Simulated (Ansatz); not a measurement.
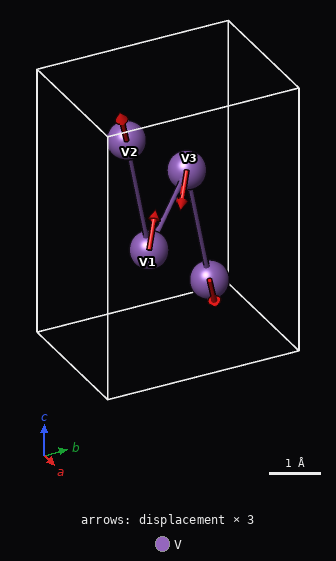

A relaxation of a crystal of V (a generated structure, set up in Cmce) (coarse preliminary run). The starting structure is drawn; red arrows show the displacements (the part carried along by the change of the cell is left out), magnified 3 times.

Style: ball-and-stick. Shown: the cell of the calculation, slightly off an axis.

Case: Ga → V on all its sites, cell and atoms relaxed.

Level of theory: DFT PBE, scalar-relativistic, plane waves, PAW (Ansatz 0.2.0).

Input
```yaml
crystal:
  lattice:
    - [2.6647449099, -4.5105916128, 0.0]
    - [2.6647449099, 4.5105916128, 0.0]
    - [0.0, 0.0, 5.3484018794]
  atoms:
    - { symbol: V, position: [0.6562923084, 0.3437076916, 0.4174800566], spin: 3.18 }
    - { symbol: V, position: [0.8437076916, 0.1562923084, 0.9174800566], spin: 3.18 }
    - { symbol: V, position: [0.3437076916, 0.6562923084, 0.5825199434], spin: 3.18 }
    - { symbol: V, position: [0.1562923084, 0.8437076916, 0.0825199434], spin: 3.18 }
basis:
  ecutwfc: 420
kpoints:
  mp_grid: { grid: [4, 4, 4] }
hamiltonian:
  xc: pbe
scf:
  occupations: { method: gaussian, width: 0.1 }
output:
  forces: true
  stress: true
  eigenvalues: true
  populations: true
magnetization:
  spin_polarized: true
relax:
  adjacent_minimum: "off"
  f_tol: 0.05
  max_steps: 60
  cell: { stress_tol: 0.5 }
```

Run as
```bash
ansatz run input.yaml --threads 1 --pin off --max-ram 2560MiB --backend cpu --events-out ev --progress --plain --runs-dir out
```

Describe the change and its energy.

Answer. The largest moves relative to the cell, 0.29 Å, are those of V1, V2, V3 and V4. V4 goes roughly along [−1 1 −3]. The volume changes by −56.6 %, with a = b 5.239 → 4.930 Å (−5.9 %), c 5.348 → 2.894 Å (−45.9 %), γ 118.9° → 127.5°. Among the contacts that change: V1–V1 5.348 → 2.894 Å, V1–V4 4.444 → 2.616 Å, V1–V2 3.164 → 2.464 Å, V1–V4 (another image) 3.211 → 2.616 Å. New bonds form: V1–V4 (4.44 → 2.62 Å), V2–V3 (4.44 → 2.62 Å). The space group (tolerance 0.01 Å) goes from Cmce (No. 64) to Fmmm (No. 69). The energy falls by 9.457 eV per cell of the calculation in 13 accepted moves (15 points after the start). Largest force component: 0.12 eV/Å at the start, 0.00038 eV/Å at the end. The pressure goes from −10.15 to 0.01 GPa. The line search rejected the trial step at point 12 of the run. At 1 point the geometry stayed and the basis and grid were re-selected for the new cell (energy shift of 9.5 meV per cell of the calculation at most each time). The program noted that the starting moments weren't kept. Cost: 3.1 min on 1 thread of Intel(R) Xeon(R) 6975P-C (Granite Rapids) (shared host), peak memory 0.79 GiB.
